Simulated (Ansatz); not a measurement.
The crystal is SrCl2 (fluorite (111) film, 2 layers).

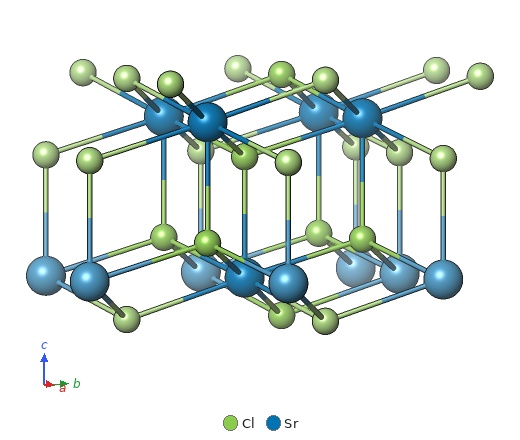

The structure (chlorine green, strontium blue). Some periodic images of atoms are drawn too.

The cell holds 6 atoms: 4 Cl and 2 Sr. Its edges and angles: a = 4.933 Å, b = 4.933 Å, c = 34.600 Å, α = 90.0°, β = 90.0°, γ = 120.0°. It derives from SrCl2. Vacuum lies along c.

```xyz
6
Lattice="4.9333 0.0000 0.0000 -2.4666 4.2723 0.0000 0.0000 0.0000 34.6000" Properties=species:S:1:pos:R:3
Cl    2.4666    1.4241   18.2826
Sr    0.0000    0.0000   19.1763
Cl    0.0000    2.8482   20.1496
Cl    0.0000    2.8482   14.4504
Sr    2.4666    1.4241   15.4237
Cl    0.0000    0.0000   16.3174
```

The structure was relaxed with LDA (ions only). The runs that relaxed it are not among those shown. PAW set soft_2, made with PBE.

Gaps computed with Ansatz 0.2.0 without a self-energy: LDA 5.01 eV.

Estimate the G0W0@LDA gap with 3×3×1 mesh, 867 empty bands, screening to 65 eV, default PAW files.

About 7.87 eV: on its mesh the run moves the gap from 5.05 eV by +2.86 eV, and the mesh misses the edges by 0.04 eV. Bands and cutoff are finite, so the gap is not at the basis limit. The miss can reach some tenths of an eV and take either sign; the mesh is an error of its own. In a film the band edges may be surface states, so its gap need not approach the bulk's. At these cutoffs the gaps of films stand short of the band limit, often by tenths of an eV, while the trend with thickness is less touched. The mesh in the plane is coarse for a sheet; gap and any exciton binding can still move on denser ones. The many-body steps are scalar-relativistic: spin-orbit coupling is not in them.

[Paths, hosts, dates, memory and timing lines, banners, echoed tables and standing remarks are left out of the program output.]

[Logs are printed without paths, hosts, clocks, repeated set-up lines and the standing remarks that a program may print on its own settings, such as how far it seeks lower states.]

[Runs of the session that timed out or met a known fault of the program may be left out.]

[Cells called generated may have been cut or substituted from an entry of the Crystallography Open Database or the Materials Project.]

[Hosts, paths, dates, database ids (printed as entryN), source tags and the programs' standing remarks are cut or masked in the printed files.]
